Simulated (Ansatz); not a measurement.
# Ga₄AsP₃: what the fields show

Input

```
crystal:
  lattice:
    - [3.8936249088, 0.0, 0.0]
    - [0.0, 7.7851408787, 0.0]
    - [0.0, 0.0, 5.5003000602]
  atoms:
    - { symbol: P, position: [0.0, 0.2463174227, 1.0669e-06] }
    - { symbol: Ga, position: [0.5, 0.2433831818, 0.7542795047] }
    - { symbol: P, position: [0.5, 0.0, 0.4999097428] }
    - { symbol: Ga, position: [0.0, 0.0, 0.2539211835] }
    - { symbol: P, position: [0.0, 0.7536825773, 1.0669e-06] }
    - { symbol: Ga, position: [0.5, 0.7566168182, 0.7542795047] }
    - { symbol: As, position: [0.5, 0.5, 0.5001922911] }
    - { symbol: Ga, position: [0.0, 0.5, 0.2374156393] }
kpoints:
  mp_grid: { grid: [6, 4, 6] }
  band_path:
    path:
      - [[0.0, 0.0, 0.0], [0.5, 0.0, 0.0], [0.5, 0.5, 0.0], [0.0, 0.5, 0.0], [0.0, 0.0, 0.0], [0.0, 0.0, 0.5], [0.5, 0.0, 0.5], [0.5, 0.5, 0.5], [0.0, 0.5, 0.5], [0.0, 0.0, 0.5]]
      - [[0.5, 0.0, 0.0], [0.5, 0.0, 0.5]]
      - [[0.0, 0.5, 0.0], [0.0, 0.5, 0.5]]
      - [[0.5, 0.5, 0.0], [0.5, 0.5, 0.5]]
    npoints: 10
hamiltonian:
  xc: pbe
scf:
  occupations: { method: fermi_dirac, width: 0.02 }
  n_extra_bands: 6
output:
  forces: true
  stress: true
  eigenvalues: true
  write_density: true
  write_potential: true
  elf: true
  volumetric_format: npy
```

Launched as:

```sh
ansatz run input.yaml --threads 4 --pin off --max-ram 6451MiB --backend cpu --events-out ev --progress --plain --runs-dir out
```

Below, planes, directions and counts refer to the conventional cell (a = 3.89 Å, b = 7.79 Å, c = 5.50 Å, α = 90.00°, β = 90.00°, γ = 90.00°).

Space group Pmm2; started from the ordered alloy on zincblende lattice prototype, which need not be the ambient phase; computed pressure about 3 GPa in this cell.

The calculation used Ansatz, DFT, PBE, plane waves, PAW.

In a PAW calculation such maps are meaningful between the atoms, not at the nuclei.

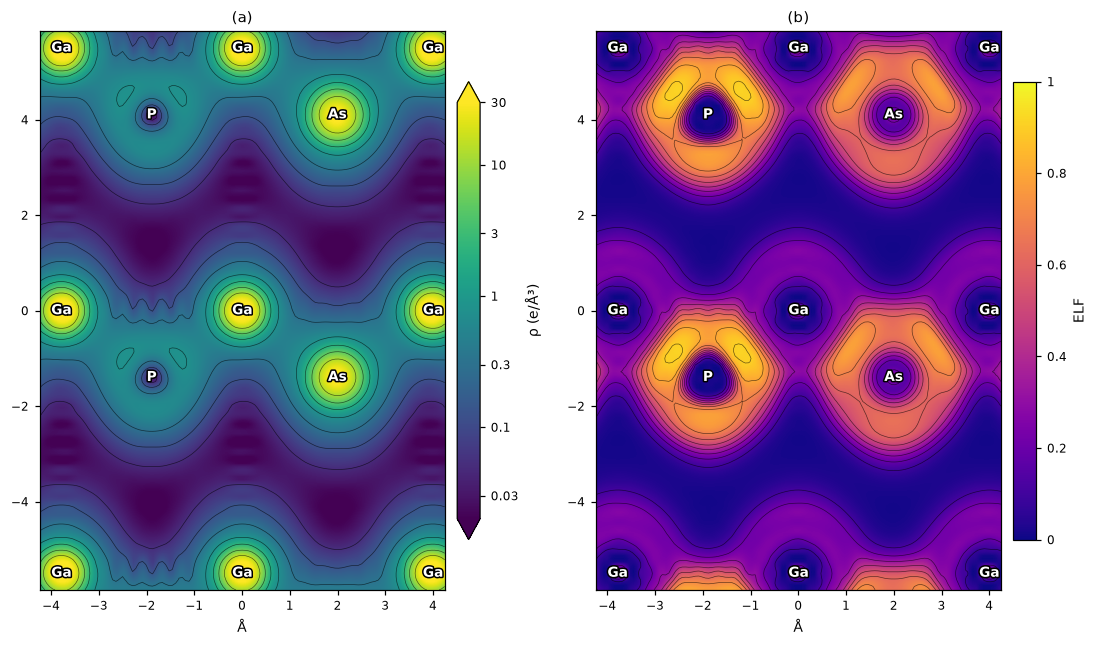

Figure 1. (a) valence pseudo-density; (b) ELF on the (100) plane of the conventional cell.

**What do the fields say about this system?**

The section cuts through Ga, P and As sites.
Ga–P (2.36 Å): ρ is about 0.55 e/Å³ halfway; the ELF peaks at about 0.90 in the valence shell of P, 0.9 Å from its nucleus, and is about 0.75 at the midpoint.
Ga–As (2.44 Å): ρ at the midpoint is about 0.51 e/Å³; the ELF peaks at about 0.80 between the atoms, as expected for a covalent bond.
Between the atoms the lowest density in this plane is 0.01 e/Å³.

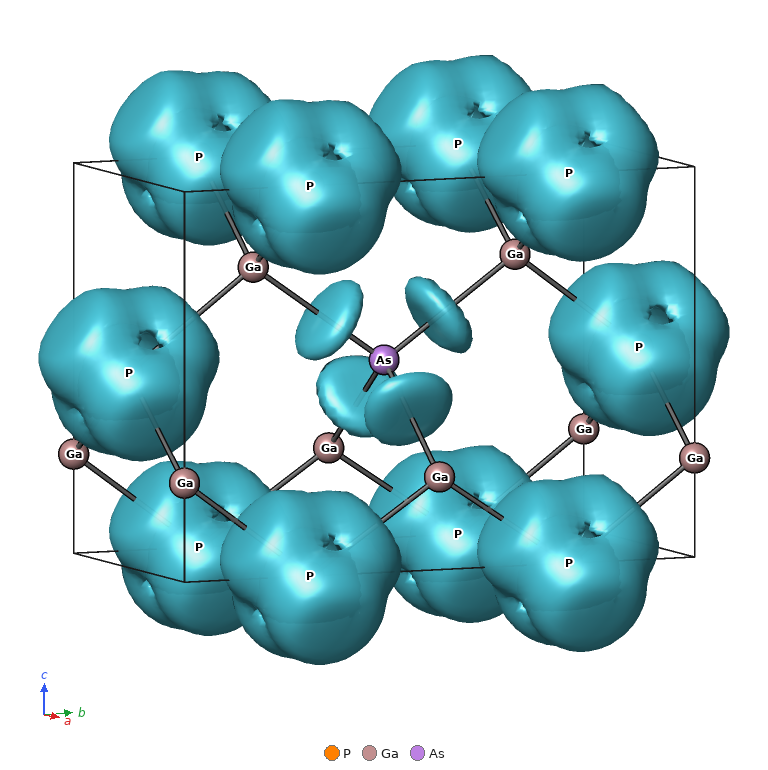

Figure 2. Isosurface of the electron localisation function at 0.7 (cyan), seen slightly off an axis. Core shells and regions of very low density are left out. Sticks mark near contacts.

**What do the ELF domains correspond to?**

The surface consists of four regions between bonded As–Ga atoms (shared pairs) and three regions on P in which the atom's valence shell and bonds are merged, counted in one cell of 8 atoms. Any copies at cell faces, edges or corners count once.


 Ga–As (2.42 Å): the ELF peaks at about 0.80 between the atoms: a covalent bond.

**Does the calculation make it a metal, or give it a gap?**

It is gapped, with a Kohn–Sham gap of 1.4 eV on the k-point mesh, an upper bound to the gap of this method.
